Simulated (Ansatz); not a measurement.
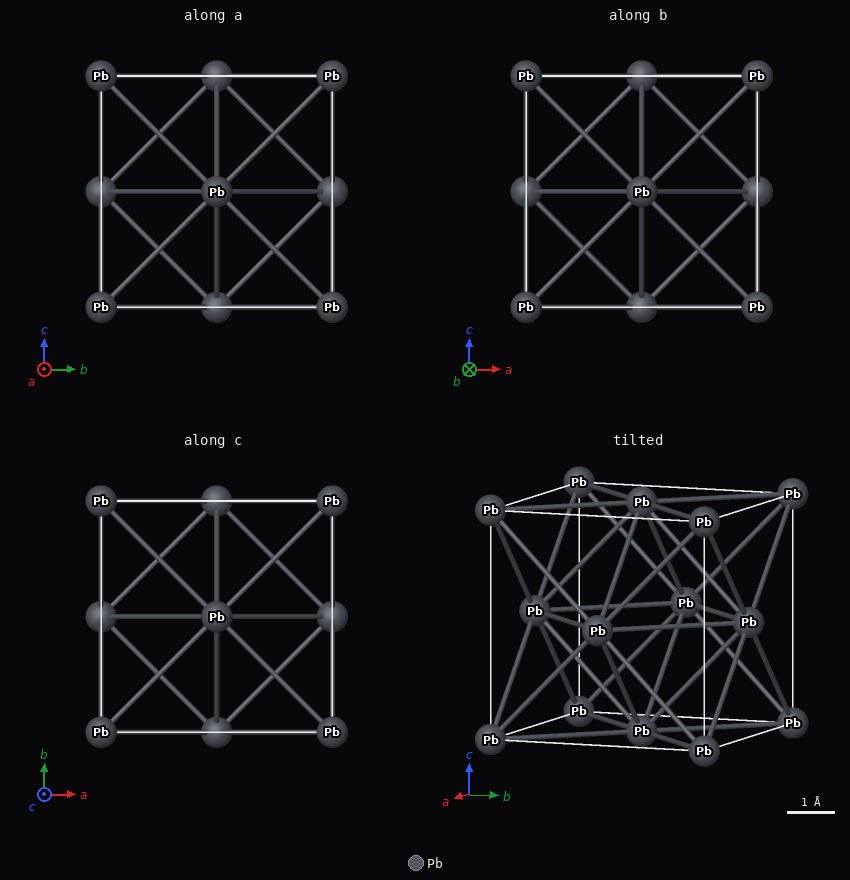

Crystal structure, ball-and-stick style, seen along the a axis, along the b axis, along the c axis and slightly off an axis. Thin lines show the conventional unit cell, with boundary atoms drawn in all their periodic places.

Lattice parameters: a = 4.928 Å, b = 4.928 Å, c = 4.928 Å, α = 90.00°, β = 90.00°, γ = 90.00°.

**Put the structure into a table of Wyckoff sites.**

Space group Fm-3m (No. 225).
| atom | site | x | y | z |
| --- | --- | --- | --- | --- |
| Pb | 4a | 0.0000 | 0.0000 | 0.0000 |

Starting structure: the standard structure of this element. The cell was then strained or its atoms displaced on purpose. It went into a calculation with Ansatz.
